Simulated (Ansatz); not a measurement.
# MoS2: geometry relaxation (part 1 of 2)

MoS2 (R-3m, 3 atoms in the cell), computed with DFT PBE+D3(BJ), scalar-relativistic, plane waves, PAW, no spin polarisation (Ansatz 0.2.0).

The structure derives from an entry of the Crystallography Open Database.

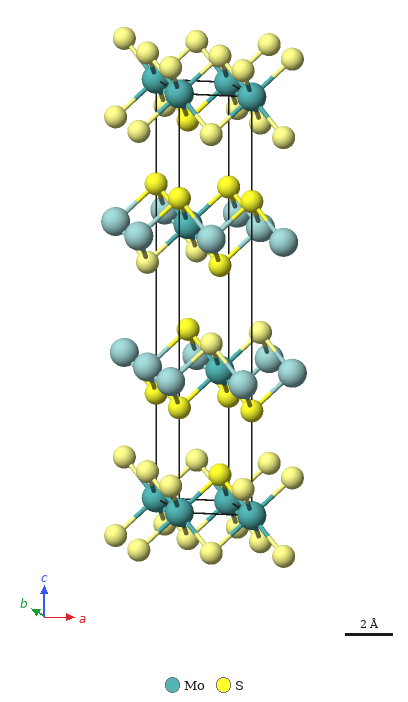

Figure 1. The starting structure (ball-and-stick view of the cell 3 times as large as that of the calculation, set on its symmetry axes, seen slightly off an axis; neighbours outside the cell are drawn fainter). An atom can appear more than once, as a periodic image.

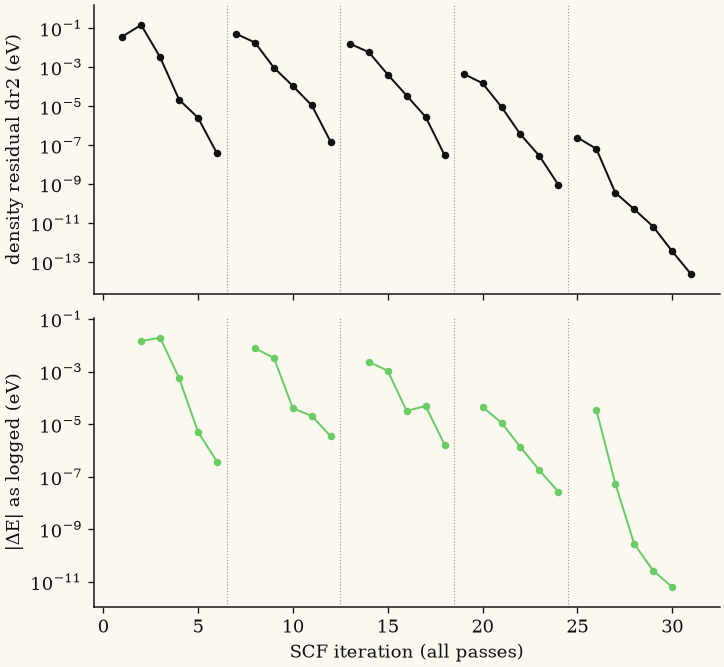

Figure 2. Convergence of the self-consistent field: density residual dr2 and size of the energy change against the SCF iteration. The dotted lines part the SCF passes of the relaxation: geometry steps, rejected trials and re-solves on a re-selected basis. The 5 passes take 6 to 7 iterations each, 31 in all.

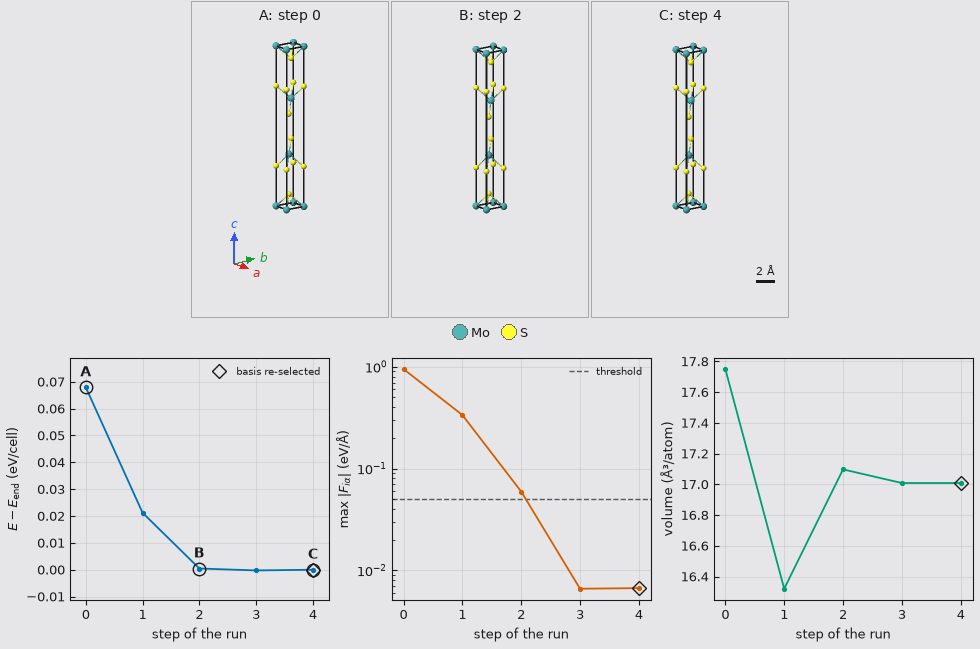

Figure 3. Frames of the relaxation (ball-and-stick view of the cell 3 times as large as that of the calculation, set on its symmetry axes, seen slightly off an axis) above the curves, on which the letters mark them (the first geometry is step 0 here and step 1 in the log).

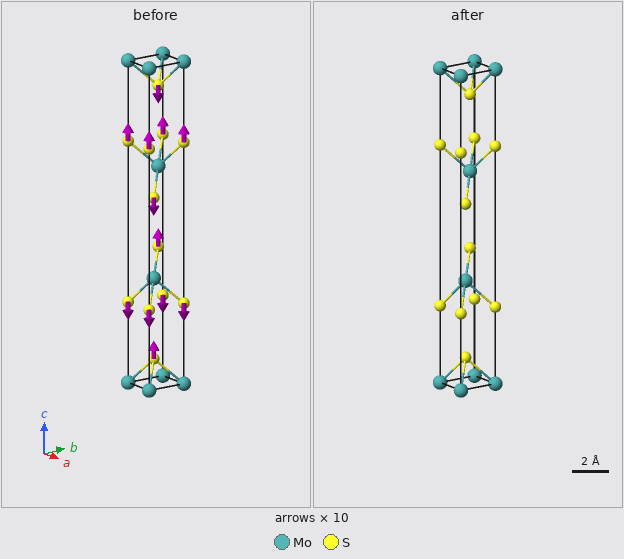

Figure 4. Before (left) and after (right) the relaxation, at one scale (ball-and-stick view of the cell 3 times as large as that of the calculation, set on its symmetry axes, seen slightly off an axis). The pink arrows give the displacements (without the part carried along by the change of the cell), magnified 10 times. After 3 geometry steps the energy has fallen by 68.2 meV per cell of the calculation. Largest force component: 0.95 eV/Å at the start, 0.0067 eV/Å at the end. The pressure goes from 4.00 to −0.05 GPa. The largest moves relative to the cell, 0.10 Å, are those of S2 and S3. Mo stays in place. The drawn cell changes as follows: a = b 3.171 → 3.142 Å (−0.9 %), c 18.345 → 17.905 Å (−2.4 %); the volume changes by −4.2 %. Distances before and after: Mo1–S2 2.385 → 2.416 Å. Among the angles that change: S2–Mo1–S2 83.3° → 81.1°, Mo1–S2–Mo1 83.3° → 81.1°, S2–Mo1–S3 96.7° → 98.9°. The space group stays R-3m (No. 166). A last SCF at the same geometry on a re-selected plane-wave basis shifts the energy by +0.3 meV per cell of the calculation. (Atoms are counted from 1 in the order of the input.)

The input and output of the run follow.

Input:
```yaml
crystal:
  lattice:
    - [1.5855007458, 0.9153892824, 6.115]
    - [-1.5855007458, 0.9153892824, 6.115]
    - [0.0, -1.8307785648, 6.115]
  atoms:
    - { symbol: Mo, position: [0.0, 0.0, 0.0] }
    - { symbol: S, position: [0.75, 0.75, 0.75] }
    - { symbol: S, position: [0.25, 0.25, 0.25] }
basis:
  ecutwfc: 420
kpoints:
  mp_grid: { grid: [6, 6, 6] }
hamiltonian:
  xc: pbe
  dispersion: d3bj
scf:
  occupations: { method: gaussian, width: 0.1 }
output:
  forces: true
  stress: true
  eigenvalues: true
relax:
  adjacent_minimum: "off"
  f_tol: 0.05
  max_steps: 80
  cell: { stress_tol: 0.5 }
```

Launched with:
```bash
ansatz run input.yaml --threads 4 --pin off --max-ram 10240MiB --backend cpu --events-out ev --progress --plain --runs-dir out
```

Log:
```
basis.fft_grid_basis auto: the FFT boxes are laid along the combinations [[1, 0, -1], [0, 1, -1], [0, 0, 1]] of the cell's own vectors, 3.171, 3.171 and 6.383 Å long. The dense box has 24×24×45 points. Along the cell's own vectors, as sized, it would have 45×45×45, 3.52 times as many. Of the 12 symmetry operations that the crystal satisfies within crystal.symmetry.tolerance (time reversal apart; of a slab, those that keep its plane) the dense box along the cell's own vectors carries 12, and the one as laid loses 8 of those. basis.fft_grid_basis: typed keeps the cell's own vectors: state it where this run's energies or levels are differenced outside the engine with another run's, or held beside a run that keeps those vectors.
Engine: ansatz 0.2.0, x86_64-unknown-linux-gnu
Pseudopotentials: kind: paw
Pseudopotential: Mo, paw, valence charge 14, recommended cutoff 420 eV (normal), Mo.paw.azcp
Pseudopotential: S, paw, valence charge 6, recommended cutoff 420 eV (normal), S.paw.azcp
Functional definition: PBE
  parameter kappa = 0.804
  parameter beta = 0.06672455060314922
  exchange = pbe_x(kappa = kappa, mu = beta*pi^2/3)
  correlation = pbe_c(beta = beta)
Crystal: 3 atoms, lattice volume = 53.250 Å³
Basis set: ecut = 420 eV, 1023 PW (Γ), FFT grids on a1−a3, a2−a3, a3, exchange–correlation on 48×48×90 points (8 copies of the dense FFT grid, shifted against one another)
Bands: 17, of which v1, the nominal top of the filled ones, is band 13 counted from 1 (12 counted from 0)
Symmetry: 12 space group operations
Space group: R-3m (ITA 166), of the structure as read, at distance tolerance 3.8e-5 Å
k-points: 32 of 216
Non-local potential: Mo, projectors of the file, l = 0: 3, l = 1: 2, l = 2: 2, l = 3: 1
Non-local potential: S, projectors of the file, l = 0: 2, l = 1: 2, l = 2: 2
PAW form: soft (Blöchl's): semilocal exchange-correlation on the pseudo side does not see the compensation charge
PAW one-centre angular grid: Mo, 590 points (default); XC on 64 Gauss nodes
PAW one-centre angular grid: S, 110 points (default); XC on 64 Gauss nodes
Initial density: superposition of atomic densities (neutral atoms: chi_scale 0, normalization atom), corrected by the library's trained network
Initial wavefunctions: pseudopotential atomic-orbital guess
Functional: x = pbe(κ = 0.804, μ = 0.2195149727645171), c = pbe(β = 0.06672455060314922)
SCF iter   1: F=—  HF=-6763.224866 eV  |F-HF|=—  |Δ(HF+E_count)|=         —  Δρ=6.77e-3  dr2=3.70e-2  ethr=1.77e-3  ⟨swp⟩=5.4  Hψ=2910  notcnv=0
preconditioner: auto → LDOS  [insulator: Δε(μ)=0.104 eV  Ē_g=8.139 eV  σ=0.100 eV  W_gap=0.54  n_scr=16 (ndim 8)  ℏωp=21.6 eV  f_vac=0.014  D(μ)=0.42/eV (n_scr^D=2)  ε∞_Penn≈8.0  β→1.0]
SCF iter   2: F=—  HF=-6763.239469 eV  |F-HF|=—  |Δ(HF+E_count)|=   1.46e-2  Δρ=9.05e-3  dr2=1.47e-1  ethr=1.42e-4  ⟨swp⟩=2.2  Hψ=1265  notcnv=0  defer=2
SCF iter   3: F=—  HF=-6763.219743 eV  |F-HF|=—  |Δ(HF+E_count)|=   1.97e-2  Δρ=1.81e-3  dr2=3.23e-3  ethr=1.42e-4  ⟨swp⟩=2.0  Hψ=887  notcnv=0  defer=2
SCF iter   4: F=—  HF=-6763.219175 eV  |F-HF|=—  |Δ(HF+E_count)|=   5.67e-4  Δρ=1.78e-4  dr2=2.16e-5  ethr=1.24e-5  ⟨swp⟩=2.8  Hψ=844  notcnv=0  defer=2
SCF iter   5: F=—  HF=-6763.219180 eV  |F-HF|=—  |Δ(HF+E_count)|=   5.04e-6  Δρ=6.44e-5  dr2=2.53e-6  ethr=8.31e-8  ⟨swp⟩=2.7  Hψ=982  notcnv=0  defer=2
SCF iter   6: F=-6763.219180 eV  HF=-6763.219180 eV  |F-HF|=4.48e-8  |Δ(HF+E_count)|=   3.78e-7  Δρ=1.04e-5  dr2=3.74e-8  ethr=3.85e-10  ⟨swp⟩=4.4  Hψ=2638  notcnv=0
SCF 1 converged in 6 iterations: F = -6763.219180 eV  dr2 = 3.74e-8
  greatest PAW one-centre occupation: 0.998 electrons in one spin orbital (limit 2), on the Mo atom at site 0 (counted from 0), in its partial waves of l = 0
relax step   1: F+E_penalty+E_count = -6763.21918014 eV  Δ(F+E_penalty+E_count) = +0.000e0 eV  max|allowed force component| = 9.496e-1 eV/Å  Δτ_max = 0.0000 Å  P = +4.000 GPa  Ω = 53.250 Å³  (6 SCF iters, dr2 threshold 1.00e-7 eV, accepted)
Crystal: 3 atoms, lattice volume = 48.962 Å³
Basis set: ecut = 420 eV, 961 PW (Γ), FFT grids on a1−a3, a2−a3, a3, exchange–correlation on 48×48×90 points (8 copies of the dense FFT grid, shifted against one another)
Initial density: handed on by an earlier stage of this run
Initial wavefunctions: those handed on with the density
iter 1 solved again at ethr=2.00e-4 eV; its pass at ethr=3.10e-3 eV (dr2=5.19e-2 eV) is discarded
SCF iter   1: F=—  HF=-6763.276877 eV  |F-HF|=—  |Δ(HF+E_count)|=         —  Δρ=1.11e-2  dr2=5.18e-2  ethr=2.00e-4  ⟨swp⟩=1.0  Hψ=3320  notcnv=0
preconditioner: auto → Kerker (q_TF=auto, 2.455 Å⁻¹)  [metal: Δε(μ)=0.032 eV  Ē_g=8.095 eV  σ=0.100 eV  W_gap=0.18  n_scr=16 (ndim 8)  ℏωp=22.5 eV  f_vac=0.000  D(μ)=1.03/eV (n_scr^D=2)]
SCF iter   2: F=—  HF=-6763.269173 eV  |F-HF|=—  |Δ(HF+E_count)|=   7.70e-3  Δρ=6.40e-3  dr2=1.84e-2  ethr=1.99e-4  ⟨swp⟩=1.0  Hψ=544  notcnv=0
SCF iter   3: F=—  HF=-6763.265832 eV  |F-HF|=—  |Δ(HF+E_count)|=   3.34e-3  Δρ=1.12e-3  dr2=9.41e-4  ethr=7.08e-5  ⟨swp⟩=2.0  Hψ=733  notcnv=0
SCF iter   4: F=—  HF=-6763.265872 eV  |F-HF|=—  |Δ(HF+E_count)|=   4.02e-5  Δρ=3.01e-4  dr2=1.08e-4  ethr=3.62e-6  ⟨swp⟩=2.4  Hψ=825  notcnv=0
SCF iter   5: F=—  HF=-6763.265893 eV  |F-HF|=—  |Δ(HF+E_count)|=   2.05e-5  Δρ=8.72e-5  dr2=1.09e-5  ethr=4.15e-7  ⟨swp⟩=2.0  Hψ=748  notcnv=0
SCF iter   6: F=-6763.265896 eV  HF=-6763.265896 eV  |F-HF|=9.07e-8  |Δ(HF+E_count)|=   3.41e-6  Δρ=1.61e-5  dr2=1.43e-7  ethr=1.15e-9  ⟨swp⟩=4.9  Hψ=2935  notcnv=0
SCF 2 converged in 6 iterations: F = -6763.265896 eV  dr2 = 1.43e-7
relax step   2: F+E_penalty+E_count = -6763.26589645 eV  Δ(F+E_penalty+E_count) = -4.672e-2 eV  max|allowed force component| = 3.362e-1 eV/Å  Δτ_max = 0.1719 Å  P = +0.614 GPa  Ω = 48.962 Å³  energy of the carried Pulay correction = +5.450e-4 eV  (6 SCF iters, dr2 threshold 3.00e-7 eV, accepted)
Crystal: 3 atoms, lattice volume = 51.292 Å³
Basis set: ecut = 420 eV, 997 PW (Γ), FFT grids on a1−a3, a2−a3, a3, exchange–correlation on 48×48×90 points (8 copies of the dense FFT grid, shifted against one another)
iter 1 solved again at ethr=6.14e-5 eV; its pass at ethr=3.10e-3 eV (dr2=1.60e-2 eV) is discarded
```
